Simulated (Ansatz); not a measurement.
GaN (slab)

The calculation's input:

```
crystal:
  lattice:
    - [3.1807290421, 0.0, 0.0]
    - [0.0, 4.4982301495, 0.0]
    - [0.0, 0.0, 24.5421871262]
  atoms:
    - { symbol: Ga, position: [0.5, 0.5, 0.3055962356] }
    - { symbol: "N", position: [0.0, 0.25, 0.3055962356] }
    - { symbol: Ga, position: [0.0, 0.0, 0.3703974904] }
    - { symbol: "N", position: [0.5, 0.75, 0.3703974904] }
    - { symbol: Ga, position: [0.5, 0.5, 0.4351987452] }
    - { symbol: "N", position: [0.0, 0.25, 0.4351987452] }
    - { symbol: Ga, position: [0.0, 0.0, 0.5] }
    - { symbol: "N", position: [0.5, 0.75, 0.5] }
    - { symbol: Ga, position: [0.5, 0.5, 0.5648012548] }
    - { symbol: "N", position: [0.0, 0.25, 0.5648012548] }
    - { symbol: Ga, position: [0.0, 0.0, 0.6296025096] }
    - { symbol: "N", position: [0.5, 0.75, 0.6296025096] }
    - { symbol: Ga, position: [0.5, 0.5, 0.6944037644] }
    - { symbol: "N", position: [0.0, 0.25, 0.6944037644] }
basis:
  ecutwfc: 420
kpoints:
  mp_grid: { grid: [8, 6, 1] }
hamiltonian:
  xc: pbesol
scf:
  occupations: { method: gaussian, width: 0.05 }
output:
  forces: true
  eigenvalues: true
  write_density: true
  write_potential: true
  elf: true
  volumetric_format: npy
relax:
  adjacent_minimum: "off"
  f_tol: 0.02
  max_steps: 60
efield:
  axis: 3
  dipole_correction: true
  ramp_width: 0.04
```

Run with:

```sh
ansatz run input.yaml --threads 1 --pin off --max-ram 2560MiB --backend cpu --events-out ev --progress --plain --runs-dir out
```

The fields are those of the relaxed geometry.

Method: Ansatz, DFT PBEsol, scalar-relativistic, plane waves, PAW.

Core electrons are frozen (PAW), and the valence fields are smoothed inside the atomic spheres.

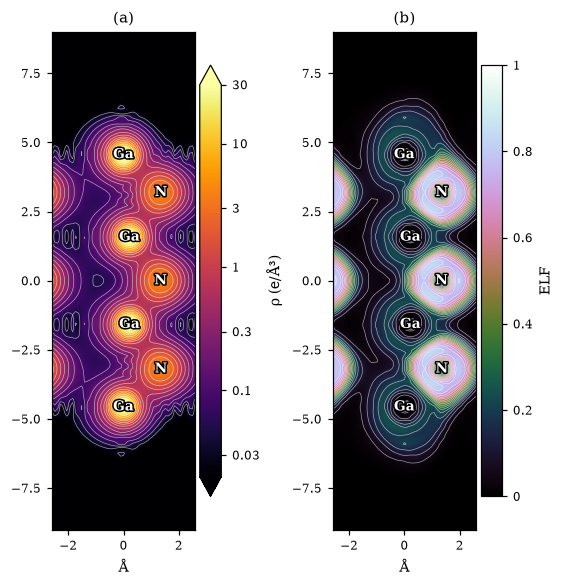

Figure 1. (a) valence pseudo-density; (b) ELF on the (100) plane of the calculation cell, a cut from vacuum to vacuum.

**What does the map show?**

- Atoms in the plane: Ga and N.
- Ga–N (1.93 Å): ρ at the midpoint is about 0.77 e/Å³; the ELF peaks at about 0.85 in the valence shell of N, 0.7 Å from its nucleus, and is about 0.45 at the midpoint.
- Ga–N (1.98 Å): ρ at the midpoint is about 0.7 e/Å³; the ELF peaks at about 0.85 in the valence shell of N, 0.7 Å from its nucleus, and is about 0.45 at the midpoint.
- The density dies away to nearly zero in the vacuum.

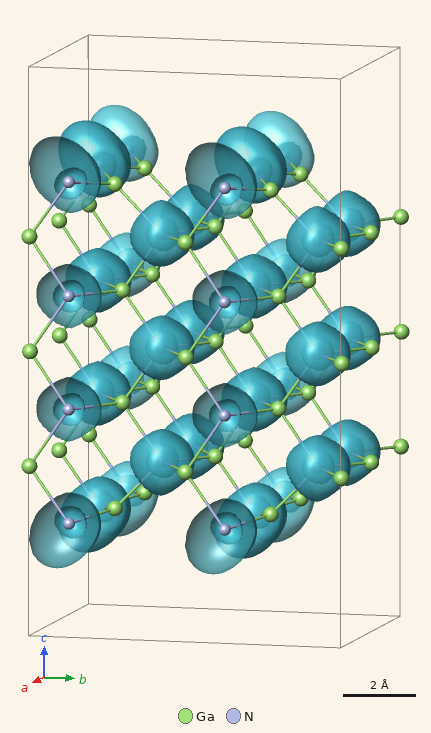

Figure 2. Isosurface of the ELF at 0.7 (cyan), seen slightly off an axis. Only the valence region is drawn (cores and ρ < 0.01 e/Å³ removed). Sticks mark near contacts.

**Where are the electrons localised?**

The surface consists of seven regions wrapped around N (the valence shell of each), counted in one cell of 14 atoms. Counts are for one cell; the picture repeats the cell along the surface.


Ga–N (1.84 Å): the ELF peaks at about 0.80 in the valence shell of N, 0.6 Å from its nucleus, and is about 0.50 at the midpoint.

**Metal or insulator at this level of theory?**

It is gapped, with a Kohn–Sham gap of 1.6 eV on the k-point mesh, an upper bound to the gap of this method.
